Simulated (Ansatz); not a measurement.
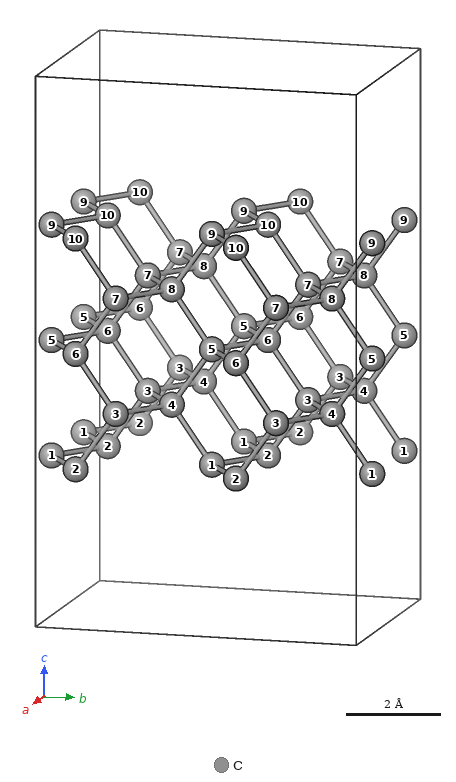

The starting structure (ball-and-stick view of the 2 × 2 repeat of the cell, with the vacuum cut short, seen slightly off an axis; atoms are numbered from 1 in the order of the input). An atom can appear more than once, as a periodic image. Near neighbours in the periodic cell (some may lie outside the picture): C has 3 C at 1.55 Å; C has 4 C at 1.55 Å.

# Geometry relaxation of C (part 1 of 2)

- system: C (slab, 10 atoms in the cell)
- method: DFT PBE, scalar-relativistic, plane waves, PAW, PAW set soft_1, no spin polarisation (Ansatz 0.2.0)

The structure derives from an entry of the Crystallography Open Database. The input holds or restrains some coordinates. Forces given for the steps count only the free coordinates. Figures and captions count atoms from 1; the log counts them from 0 in places.

What the program printed:
```
Engine: ansatz 0.2.0, aarch64-unknown-linux-gnu
Pseudopotentials: kind: paw
Pseudopotential: C, paw, valence charge 4, recommended cutoff 420 eV (normal), [file]
Functional definition: PBE
  parameter kappa = 0.804
  parameter beta = 0.06672455060314922
  exchange = pbe_x(kappa = kappa, mu = beta*pi^2/3)
  correlation = pbe_c(beta = beta)
Crystal: 10 atoms, lattice volume = 171.836 Å³
Basis set: ecut = 420 eV, 3345 PW (Γ), exchange–correlation on 36×48×256 points (8 copies of the dense FFT grid, shifted against one another)
Bands: 30, of which v1, the nominal top of the filled ones, is band 20 counted from 1 (19 counted from 0)
Symmetry: 4 space group operations
k-points: 30 of 80
Non-local potential: C, projectors of the file, l = 0: 2, l = 1: 2, l = 2: 1
PAW form: soft (Blöchl's): semilocal exchange-correlation on the pseudo side does not see the compensation charge
PAW one-centre angular grid: C, 110 points (default); XC on 64 Gauss nodes
Initial density: superposition of atomic densities (neutral atoms: chi_scale 0, normalization atom)
Initial wavefunctions: pseudopotential atomic-orbital guess
Functional: x = pbe(κ = 0.804, μ = 0.2195149727645171), c = pbe(β = 0.06672455060314922)
SCF iter   1: F=—  HF=-2503.071765 eV  |F-HF|=—  |Δ(HF+E_count)|=         —  Δρ=7.39e-2  dr2=7.52e0  ethr=3.10e-3  p=0.000 e·Å  D=4.84e-14 V/Å  ΔV_dip=-0.00 eV  dr2_dipole=7.11e-8  V_vac-E_F(+/−)=8.31/8.31 eV  ⟨swp⟩=8.6  Hψ=5607  notcnv=0  defer=27
efield: sawtooth ramp at fractional position 0.9800 (placed from the atoms, in the widest stretch of the axis that holds none; the zero of the levels goes with the place), width 0.0400; the density the first Hamiltonian is built on has a dipole p = 0.000 e·Å; the dipole correction subtracts the counter field D = 4.84e-14 V/Å, which shifts the + side's vacuum level by -0.00 eV against the − side's; the planar-averaged density in the ramp window peaks in size at 1.0e-7 e/Å³
preconditioner: auto → LDOS  [metal: Δε(μ)=0.014 eV  Ē_g=15.310 eV  σ=0.050 eV  W_gap=0.16  n_scr=26 (ndim 8)  ℏωp=17.9 eV  f_vac=0.555  D(μ)=3.58/eV (n_scr^D=20)  β→1.0]
SCF iter   2: F=—  HF=-2500.681706 eV  |F-HF|=—  |Δ(HF+E_count)|=    2.39e0  Δρ=2.00e-2  dr2=6.82e-1  ethr=3.10e-3  p=-0.000 e·Å  D=-1.11e-4 V/Å  ΔV_dip=0.00 eV  dr2_dipole=2.72e-5  V_vac-E_F(+/−)=6.53/6.53 eV  ⟨swp⟩=4.1  Hψ=2521  notcnv=0  defer=110
SCF iter   3: F=—  HF=-2500.574001 eV  |F-HF|=—  |Δ(HF+E_count)|=   1.08e-1  Δρ=4.96e-3  dr2=9.23e-2  ethr=1.71e-3  p=-0.000 e·Å  D=-1.39e-5 V/Å  ΔV_dip=0.00 eV  dr2_dipole=1.07e-8  V_vac-E_F(+/−)=6.52/6.51 eV  ⟨swp⟩=2.9  Hψ=1640  notcnv=0  defer=112
SCF iter   4: F=—  HF=-2500.554331 eV  |F-HF|=—  |Δ(HF+E_count)|=   1.97e-2  Δρ=1.80e-3  dr2=1.22e-2  ethr=2.31e-4  p=-0.000 e·Å  D=-7.55e-6 V/Å  ΔV_dip=0.00 eV  dr2_dipole=3.15e-9  V_vac-E_F(+/−)=6.24/6.24 eV  ⟨swp⟩=3.3  Hψ=1790  notcnv=0  defer=109
SCF iter   5: F=—  HF=-2500.552044 eV  |F-HF|=—  |Δ(HF+E_count)|=   2.29e-3  Δρ=5.45e-4  dr2=1.22e-3  ethr=3.04e-5  p=0.000 e·Å  D=2.29e-7 V/Å  ΔV_dip=-0.00 eV  dr2_dipole=3.48e-12  V_vac-E_F(+/−)=6.12/6.12 eV  ⟨swp⟩=2.6  Hψ=1597  notcnv=0  defer=109
SCF iter   6: F=—  HF=-2500.551826 eV  |F-HF|=—  |Δ(HF+E_count)|=   2.18e-4  Δρ=1.70e-4  dr2=1.18e-4  ethr=3.04e-6  p=0.000 e·Å  D=2.04e-6 V/Å  ΔV_dip=-0.00 eV  dr2_dipole=3.46e-11  V_vac-E_F(+/−)=6.06/6.06 eV  ⟨swp⟩=2.4  Hψ=1546  notcnv=0  defer=109
SCF iter   7: F=-2500.551804 eV  HF=-2500.551810 eV  |F-HF|=5.78e-6  |Δ(HF+E_count)|=   1.57e-5  Δρ=6.53e-5  dr2=1.25e-5  ethr=5.63e-8  p=0.000 e·Å  D=1.02e-6 V/Å  ΔV_dip=-0.00 eV  dr2_dipole=2.31e-11  V_vac-E_F(+/−)=6.04/6.04 eV  ⟨swp⟩=24.9  Hψ=11969  notcnv=0
SCF 1 converged in 7 iterations: F = -2500.551804 eV  dr2 = 1.25e-5
  greatest PAW one-centre occupation: 0.649 electrons in one spin orbital (limit 2), on the C atom at site 5 (counted from 0), in its partial waves of l = 0
relax step   1: F+E_penalty+E_count = -2500.55180442 eV  Δ(F+E_penalty+E_count) = +0.000e0 eV  max|allowed force component| = 4.410e0 eV/Å  Δτ_max = 0.0000 Å  (7 SCF iters, dr2 threshold 2.25e-5 eV, accepted)
Initial density: handed on by an earlier stage of this run
Initial wavefunctions: those handed on with the density
iter 1 solved again at ethr=6.19e-4 eV; its pass at ethr=3.10e-3 eV (dr2=2.48e-1 eV) is discarded
SCF iter   1: F=—  HF=-2501.249167 eV  |F-HF|=—  |Δ(HF+E_count)|=         —  Δρ=1.17e-2  dr2=2.65e-1  ethr=6.19e-4  p=0.000 e·Å  D=1.03e-6 V/Å  ΔV_dip=-0.00 eV  dr2_dipole=6.75e-3  V_vac-E_F(+/−)=6.04/6.04 eV  ⟨swp⟩=2.1  Hψ=4304  notcnv=0  defer=111
efield: sawtooth ramp at fractional position 0.9800 (handed on by an earlier solve), width 0.0400; the density the first Hamiltonian is built on has a dipole p = 0.000 e·Å; the dipole correction subtracts the counter field D = 1.03e-6 V/Å, which shifts the + side's vacuum level by -0.00 eV against the − side's; the planar-averaged density in the ramp window peaks in size at 1.3e-6 e/Å³
preconditioner: auto → LDOS  [insulator: Δε(μ)=0.067 eV  Ē_g=15.067 eV  σ=0.050 eV  W_gap=0.64  n_scr=26 (ndim 8)  ℏωp=17.9 eV  f_vac=0.568  D(μ)=2.14/eV (n_scr^D=8)  ε∞_Penn≈2.4  β→1.0]
SCF iter   2: F=—  HF=-2501.235113 eV  |F-HF|=—  |Δ(HF+E_count)|=   1.41e-2  Δρ=1.05e-2  dr2=1.31e0  ethr=6.19e-4  p=0.020 e·Å  D=2.16e-2 V/Å  ΔV_dip=-0.41 eV  dr2_dipole=4.41e-1  V_vac-E_F(+/−)=5.52/5.93 eV  ⟨swp⟩=3.9  Hψ=1878  notcnv=0  defer=109  recentre
SCF iter   3: F=—  HF=-2501.177351 eV  |F-HF|=—  |Δ(HF+E_count)|=   5.78e-2  Δρ=2.52e-3  dr2=1.94e-2  ethr=6.19e-4  p=0.011 e·Å  D=1.18e-2 V/Å  ΔV_dip=-0.23 eV  dr2_dipole=3.55e-3  V_vac-E_F(+/−)=5.82/6.05 eV  ⟨swp⟩=2.8  Hψ=1590  notcnv=0  defer=108
SCF iter   4: F=—  HF=-2501.176565 eV  |F-HF|=—  |Δ(HF+E_count)|=   7.86e-4  Δρ=5.34e-4  dr2=1.69e-3  ethr=4.85e-5  p=0.014 e·Å  D=1.50e-2 V/Å  ΔV_dip=-0.29 eV  dr2_dipole=3.41e-4  V_vac-E_F(+/−)=5.75/6.04 eV  ⟨swp⟩=2.4  Hψ=1439  notcnv=0  defer=110
SCF iter   5: F=—  HF=-2501.176520 eV  |F-HF|=—  |Δ(HF+E_count)|=   4.44e-5  Δρ=1.35e-4  dr2=3.72e-5  ethr=2.50e-7  p=0.015 e·Å  D=1.62e-2 V/Å  ΔV_dip=-0.31 eV  dr2_dipole=2.98e-7  V_vac-E_F(+/−)=5.74/6.04 eV  ⟨swp⟩=25.7  Hψ=12231  notcnv=0
SCF iter   6: F=-2501.176526 eV  HF=-2501.176527 eV  |F-HF|=8.20e-7  |Δ(HF+E_count)|=   6.18e-6  Δρ=4.80e-5  dr2=5.15e-6  ethr=9.29e-8  p=0.016 e·Å  D=1.66e-2 V/Å  ΔV_dip=-0.32 eV  dr2_dipole=3.67e-9  V_vac-E_F(+/−)=5.73/6.04 eV  ⟨swp⟩=19.8  Hψ=10544  notcnv=0
SCF 2 converged in 6 iterations: F = -2501.176526 eV  dr2 = 5.15e-6
  Residual-converged pass: ⟨swp⟩=1.0  Hψ=1020  notcnv=0  max |occ|·‖R‖ = 7.0e-9 eV (tolerance 1.0e-8 eV)  dr2=5.15e-6  dr2_onsite=3.77e-8  max |Δocc| = 3.2e-10
  greatest PAW one-centre occupation: 0.652 electrons in one spin orbital (limit 2), on the C atom at site 9 (counted from 0), in its partial waves of l = 0
relax step   2: F+E_penalty+E_count = -2501.17652584 eV  Δ(F+E_penalty+E_count) = -6.247e-1 eV  max|allowed force component| = 1.965e0 eV/Å  Δτ_max = 0.1106 Å  (6 SCF iters, dr2 threshold 1.00e-4 eV, accepted)
iter 1 solved again at ethr=1.24e-3 eV; its pass at ethr=3.10e-3 eV (dr2=4.95e-1 eV) is discarded
SCF iter   1: F=—  HF=-2501.459403 eV  |F-HF|=—  |Δ(HF+E_count)|=         —  Δρ=1.85e-2  dr2=4.97e-1  ethr=1.24e-3  p=0.016 e·Å  D=1.66e-2 V/Å  ΔV_dip=-0.32 eV  dr2_dipole=1.17e-2  V_vac-E_F(+/−)=5.70/6.01 eV  ⟨swp⟩=1.0  Hψ=5011  notcnv=0  defer=72
efield: sawtooth ramp at fractional position 0.9800 (handed on by an earlier solve), width 0.0400; the density the first Hamiltonian is built on has a dipole p = 0.016 e·Å; the dipole correction subtracts the counter field D = 1.66e-2 V/Å, which shifts the + side's vacuum level by -0.32 eV against the − side's; the planar-averaged density in the ramp window peaks in size at 6.6e-7 e/Å³
preconditioner: auto → LDOS  [metal: Δε(μ)=0.031 eV  Ē_g=15.246 eV  σ=0.050 eV  W_gap=0.34  n_scr=26 (ndim 8)  ℏωp=17.9 eV  f_vac=0.577  D(μ)=2.27/eV (n_scr^D=8)  β→1.0]
SCF iter   2: F=—  HF=-2501.359330 eV  |F-HF|=—  |Δ(HF+E_count)|=   1.00e-1  Δρ=9.23e-3  dr2=2.42e-1  ethr=1.24e-3  p=0.057 e·Å  D=6.01e-2 V/Å  ΔV_dip=-1.15 eV  dr2_dipole=4.45e-3  V_vac-E_F(+/−)=4.88/6.03 eV  ⟨swp⟩=4.2  Hψ=2098  notcnv=0  defer=77
SCF iter   3: F=—  HF=-2501.286313 eV  |F-HF|=—  |Δ(HF+E_count)|=   7.30e-2  Δρ=1.05e-3  dr2=5.00e-3  ethr=6.04e-4  p=0.042 e·Å  D=4.45e-2 V/Å  ΔV_dip=-0.85 eV  dr2_dipole=1.02e-3  V_vac-E_F(+/−)=5.20/6.05 eV  ⟨swp⟩=3.2  Hψ=1793  notcnv=0  defer=110
SCF iter   4: F=—  HF=-2501.285869 eV  |F-HF|=—  |Δ(HF+E_count)|=   4.44e-4  Δρ=2.95e-4  dr2=1.99e-4  ethr=1.25e-5  p=0.042 e·Å  D=4.47e-2 V/Å  ΔV_dip=-0.85 eV  dr2_dipole=2.34e-5  V_vac-E_F(+/−)=5.20/6.05 eV  ⟨swp⟩=2.2  Hψ=1586  notcnv=0  defer=111
SCF iter   5: F=-2501.285907 eV  HF=-2501.285907 eV  |F-HF|=7.96e-7  |Δ(HF+E_count)|=   3.86e-5  Δρ=5.79e-5  dr2=8.34e-6  ethr=2.50e-7  p=0.043 e·Å  D=4.51e-2 V/Å  ΔV_dip=-0.86 eV  dr2_dipole=9.58e-8  V_vac-E_F(+/−)=5.20/6.06 eV  ⟨swp⟩=24.1  Hψ=11722  notcnv=0
SCF 3 converged in 5 iterations: F = -2501.285907 eV  dr2 = 8.34e-6
  greatest PAW one-centre occupation: 0.673 electrons in one spin orbital (limit 2), on the C atom at site 9 (counted from 0), in its partial waves of l = 0
relax step   3: F+E_penalty+E_count = -2501.28590650 eV  Δ(F+E_penalty+E_count) = -1.094e-1 eV  max|allowed force component| = 1.193e0 eV/Å  Δτ_max = 0.1558 Å  (5 SCF iters, dr2 threshold 1.00e-4 eV, accepted)
iter 1 solved again at ethr=5.49e-4 eV; its pass at ethr=3.10e-3 eV (dr2=2.20e-1 eV) is discarded
SCF iter   1: F=—  HF=-2501.451194 eV  |F-HF|=—  |Δ(HF+E_count)|=         —  Δρ=1.09e-2  dr2=2.29e-1  ethr=5.49e-4  p=0.043 e·Å  D=4.51e-2 V/Å  ΔV_dip=-0.86 eV  dr2_dipole=3.88e-2  V_vac-E_F(+/−)=5.24/6.10 eV  ⟨swp⟩=1.6  Hψ=3922  notcnv=0  defer=118
efield: sawtooth ramp at fractional position 0.9800 (handed on by an earlier solve), width 0.0400; the density the first Hamiltonian is built on has a dipole p = 0.043 e·Å; the dipole correction subtracts the counter field D = 4.51e-2 V/Å, which shifts the + side's vacuum level by -0.86 eV against the − side's; the planar-averaged density in the ramp window peaks in size at 8.0e-7 e/Å³
preconditioner: auto → LDOS  [metal: Δε(μ)=0.048 eV  Ē_g=14.984 eV  σ=0.050 eV  W_gap=0.43  n_scr=26 (ndim 8)  ℏωp=17.9 eV  f_vac=0.571  D(μ)=2.06/eV (n_scr^D=8)  β→1.0]
SCF iter   2: F=—  HF=-2501.432063 eV  |F-HF|=—  |Δ(HF+E_count)|=   1.91e-2  Δρ=6.19e-3  dr2=1.18e-1  ethr=5.49e-4  p=0.020 e·Å  D=2.11e-2 V/Å  ΔV_dip=-0.40 eV  dr2_dipole=2.45e-3  V_vac-E_F(+/−)=5.66/6.06 eV  ⟨swp⟩=4.0  Hψ=2074  notcnv=0  defer=118
SCF iter   3: F=—  HF=-2501.395203 eV  |F-HF|=—  |Δ(HF+E_count)|=   3.69e-2  Δρ=7.90e-4  dr2=2.16e-3  ethr=2.96e-4  p=0.032 e·Å  D=3.32e-2 V/Å  ΔV_dip=-0.63 eV  dr2_dipole=2.89e-4  V_vac-E_F(+/−)=5.43/6.06 eV  ⟨swp⟩=3.0  Hψ=1588  notcnv=0  defer=119
SCF iter   4: F=—  HF=-2501.395033 eV  |F-HF|=—  |Δ(HF+E_count)|=   1.70e-4  Δρ=2.10e-4  dr2=1.20e-4  ethr=5.40e-6  p=0.032 e·Å  D=3.32e-2 V/Å  ΔV_dip=-0.63 eV  dr2_dipole=3.20e-5  V_vac-E_F(+/−)=5.43/6.06 eV  ⟨swp⟩=2.3  Hψ=1698  notcnv=0  defer=118
SCF iter   5: F=-2501.395028 eV  HF=-2501.395037 eV  |F-HF|=9.21e-6  |Δ(HF+E_count)|=   4.45e-6  Δρ=6.20e-5  dr2=1.19e-5  ethr=2.50e-7  p=0.031 e·Å  D=3.29e-2 V/Å  ΔV_dip=-0.63 eV  dr2_dipole=1.95e-6  V_vac-E_F(+/−)=5.43/6.06 eV  ⟨swp⟩=23.2  Hψ=11090  notcnv=0
SCF 4 converged in 5 iterations: F = -2501.395028 eV  dr2 = 1.19e-5
  greatest PAW one-centre occupation: 0.663 electrons in one spin orbital (limit 2), on the C atom at site 9 (counted from 0), in its partial waves of l = 0
relax step   4: F+E_penalty+E_count = -2501.39502798 eV  Δ(F+E_penalty+E_count) = -1.091e-1 eV  max|allowed force component| = 4.512e-1 eV/Å  Δτ_max = 0.0910 Å  (5 SCF iters, dr2 threshold 1.00e-4 eV, accepted)
SCF iter   1: F=—  HF=-2501.419530 eV  |F-HF|=—  |Δ(HF+E_count)|=         —  Δρ=4.83e-3  dr2=4.12e-2  ethr=1.18e-3  p=0.031 e·Å  D=3.29e-2 V/Å  ΔV_dip=-0.63 eV  dr2_dipole=4.62e-3  V_vac-E_F(+/−)=5.41/6.04 eV  ⟨swp⟩=3.1  Hψ=2108  notcnv=0  defer=113
efield: sawtooth ramp at fractional position 0.9800 (handed on by an earlier solve), width 0.0400; the density the first Hamiltonian is built on has a dipole p = 0.031 e·Å; the dipole correction subtracts the counter field D = 3.29e-2 V/Å, which shifts the + side's vacuum level by -0.63 eV against the − side's; the planar-averaged density in the ramp window peaks in size at 4.0e-7 e/Å³
preconditioner: auto → LDOS  [insulator: Δε(μ)=0.057 eV  Ē_g=15.099 eV  σ=0.050 eV  W_gap=0.57  n_scr=26 (ndim 8)  ℏωp=17.9 eV  f_vac=0.574  D(μ)=2.04/eV (n_scr^D=8)  ε∞_Penn≈2.4  β→1.0]
SCF iter   2: F=—  HF=-2501.415837 eV  |F-HF|=—  |Δ(HF+E_count)|=   3.69e-3  Δρ=2.36e-3  dr2=2.06e-2  ethr=1.03e-4  p=0.036 e·Å  D=3.76e-2 V/Å  ΔV_dip=-0.72 eV  dr2_dipole=1.10e-3  V_vac-E_F(+/−)=5.34/6.05 eV  ⟨swp⟩=3.6  Hψ=2249  notcnv=0  defer=115
SCF iter   3: F=—  HF=-2501.410275 eV  |F-HF|=—  |Δ(HF+E_count)|=   5.56e-3  Δρ=3.19e-4  dr2=3.40e-4  ethr=5.15e-5  p=0.031 e·Å  D=3.30e-2 V/Å  ΔV_dip=-0.63 eV  dr2_dipole=5.75e-5  V_vac-E_F(+/−)=5.42/6.05 eV  ⟨swp⟩=2.5  Hψ=1512  notcnv=0  defer=115
SCF iter   4: F=-2501.410223 eV  HF=-2501.410239 eV  |F-HF|=1.65e-5  |Δ(HF+E_count)|=   3.52e-5  Δρ=8.08e-5  dr2=2.02e-5  ethr=7.28e-8  p=0.031 e·Å  D=3.28e-2 V/Å  ΔV_dip=-0.62 eV  dr2_dipole=3.29e-6  V_vac-E_F(+/−)=5.43/6.05 eV  ⟨swp⟩=22.5  Hψ=11594  notcnv=0
SCF 5 converged in 4 iterations: F = -2501.410223 eV  dr2 = 2.02e-5
  greatest PAW one-centre occupation: 0.664 electrons in one spin orbital (limit 2), on the C atom at site 9 (counted from 0), in its partial waves of l = 0
relax step   5: F+E_penalty+E_count = -2501.41022287 eV  Δ(F+E_penalty+E_count) = -1.519e-2 eV  max|allowed force component| = 1.073e-1 eV/Å  Δτ_max = 0.0334 Å  (4 SCF iters, dr2 threshold 2.91e-5 eV, accepted)
SCF iter   1: F=—  HF=-2501.411377 eV  |F-HF|=—  |Δ(HF+E_count)|=         —  Δρ=1.02e-3  dr2=2.16e-3  ethr=5.47e-5  p=0.031 e·Å  D=3.28e-2 V/Å  ΔV_dip=-0.62 eV  dr2_dipole=4.26e-4  V_vac-E_F(+/−)=5.43/6.05 eV  ⟨swp⟩=2.0  Hψ=2025  notcnv=0  defer=118
efield: sawtooth ramp at fractional position 0.9800 (handed on by an earlier solve), width 0.0400; the density the first Hamiltonian is built on has a dipole p = 0.031 e·Å; the dipole correction subtracts the counter field D = 3.28e-2 V/Å, which shifts the + side's vacuum level by -0.62 eV against the − side's; the planar-averaged density in the ramp window peaks in size at 9.1e-7 e/Å³
preconditioner: auto → LDOS  [insulator: Δε(μ)=0.058 eV  Ē_g=15.079 eV  σ=0.050 eV  W_gap=0.55  n_scr=26 (ndim 8)  ℏωp=17.9 eV  f_vac=0.573  D(μ)=1.99/eV (n_scr^D=8)  ε∞_Penn≈2.4  β→1.0]
SCF iter   2: F=—  HF=-2501.411142 eV  |F-HF|=—  |Δ(HF+E_count)|=   2.35e-4  Δρ=4.43e-4  dr2=9.17e-4  ethr=5.41e-6  p=0.030 e·Å  D=3.19e-2 V/Å  ΔV_dip=-0.61 eV  dr2_dipole=1.87e-4  V_vac-E_F(+/−)=5.44/6.05 eV  ⟨swp⟩=2.4  Hψ=1948  notcnv=0  defer=116
SCF iter   3: F=—  HF=-2501.410986 eV  |F-HF|=—  |Δ(HF+E_count)|=   1.56e-4  Δρ=5.99e-5  dr2=9.67e-6  ethr=2.29e-6  p=0.031 e·Å  D=3.29e-2 V/Å  ΔV_dip=-0.63 eV  dr2_dipole=5.55e-7  V_vac-E_F(+/−)=5.42/6.05 eV  ⟨swp⟩=2.2  Hψ=1329  notcnv=0  defer=116
SCF iter   4: F=—  HF=-2501.411068 eV  |F-HF|=—  |Δ(HF+E_count)|=   8.19e-5  Δρ=1.80e-5  dr2=1.93e-6  ethr=2.42e-8  p=0.031 e·Å  D=3.29e-2 V/Å  ΔV_dip=-0.63 eV  dr2_dipole=3.81e-7  V_vac-E_F(+/−)=5.42/6.05 eV  ⟨swp⟩=2.9  Hψ=1740  notcnv=0  defer=116
SCF iter   5: F=-2501.411068 eV  HF=-2501.411068 eV  |F-HF|=5.70e-8  |Δ(HF+E_count)|=   1.92e-8  Δρ=4.31e-6  dr2=5.27e-8  ethr=2.50e-10  p=0.031 e·Å  D=3.29e-2 V/Å  ΔV_dip=-0.63 eV  dr2_dipole=1.25e-8  V_vac-E_F(+/−)=5.42/6.05 eV  ⟨swp⟩=18.0  Hψ=9077  notcnv=0
SCF 6 converged in 5 iterations: F = -2501.411068 eV  dr2 = 5.27e-8
relax step   6: F+E_penalty+E_count = -2501.41106843 eV  Δ(F+E_penalty+E_count) = -8.456e-4 eV  max|allowed force component| = 8.863e-3 eV/Å  Δτ_max = 0.0073 Å  (5 SCF iters, accepted)
```

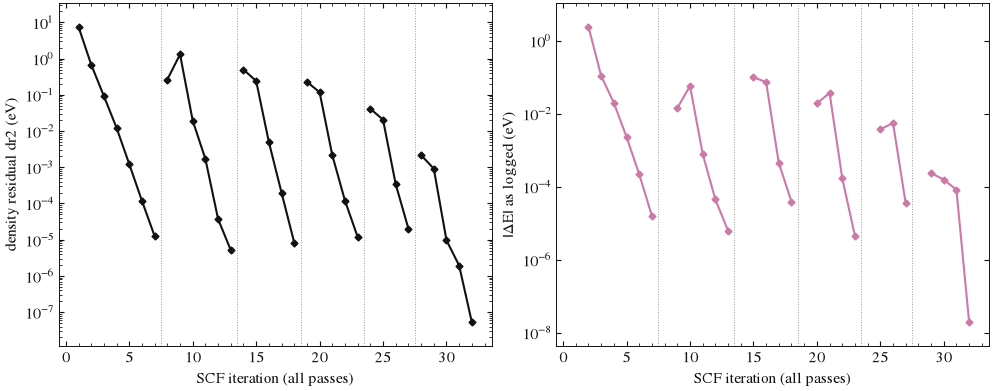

Convergence of the self-consistent field: density residual dr2 and size of the energy change against the SCF iteration. The dotted lines part the SCF passes of the relaxation: geometry steps, rejected trials and re-solves on a re-selected basis. The 6 passes take 4 to 7 iterations each, 32 in all.

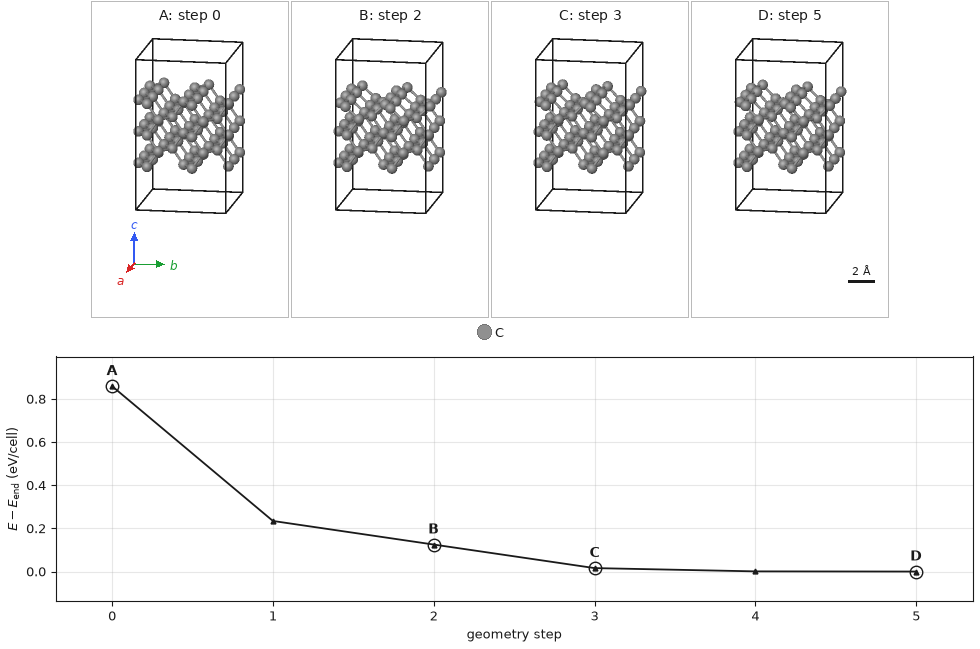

Frames of the restrained relaxation (ball-and-stick view of the 3 × 2 repeat of the cell, with the vacuum cut short, seen slightly off an axis) above the curves, on which the letters mark them (the first geometry is step 0 here and step 1 in the log).
